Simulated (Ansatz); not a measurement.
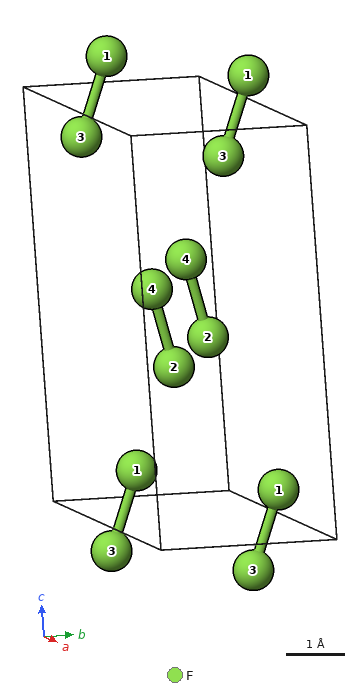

The starting point is a symmetric starting cell of F. Style: ball-and-stick. Shown: the conventional cell (2 times the calculation's cell), slightly off an axis. Lengths and directions refer to the drawn axes.

The calculation used DFT PBE, scalar-relativistic, plane waves, PAW (Ansatz 0.2.0). (plane-wave cutoff 420 eV; k-point mesh 10 × 10 × 4; occupations gaussian; smearing width 0.02 eV; no spin polarisation)

Now this is done to it. The cell is strained by +2.6 % roughly along [1 0 1], −4.7 % along [3 0 −1], −5.4 % along b (volume −7.5 %) and atoms are displaced by 0.06 Å relative to the cell: F3 0.06 Å along [1 1 −2]. No relaxation follows. The starting cell wasn't computed here and needn't be at equilibrium, so pressure and forces aren't due to the change alone.

The input:
```yaml
crystal:
  lattice:
    - [2.6521275, -1.5512596, 0.0729025]
    - [2.6521275, 1.5512596, 0.0729025]
    - [-1.2914438163, 0.0, 7.1835178813]
  atoms:
    - { symbol: F, position: [0.968623867, 0.5952538245, 0.1069622457] }
    - { symbol: F, position: [0.4047461755, 0.031376133, 0.3930377543] }
    - { symbol: F, position: [0.031376133, 0.4047461755, 0.8930377543] }
    - { symbol: F, position: [0.5952538245, 0.968623867, 0.6069622457] }
basis:
  ecutwfc: 420
kpoints:
  mp_grid: { grid: [10, 10, 4] }
hamiltonian:
  xc: pbe
scf:
  occupations: { method: gaussian, width: 0.02 }
output:
  forces: true
  stress: true
  eigenvalues: true
  populations: true
```

Run as
```bash
ansatz run input.yaml --threads 1 --pin off --max-ram 1331MiB --backend cpu --events-out ev --progress --plain --runs-dir out
```

**Predict the response.**

The pressure is −8.7 GPa (not all of it need come from the change, since the unchanged cell can be under pressure at this level too). The principal stresses (compression positive) are 1.6 GPa along a, −0.4 GPa along b, −27.4 GPa along [1 0 3]. The largest forces, 3.3 eV/Å, act on F1, F2, F3 and F4; on F2 it points along [1 −2 3]. The forces mostly point back along the displacements (cosine −0.78). Some distances before and after: F–F 1.488 → 1.596 Å. The space group stays C2/c (No. 15).

Drawn alike, the variant:

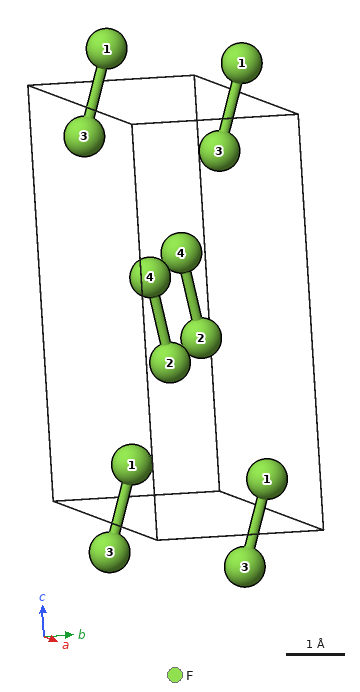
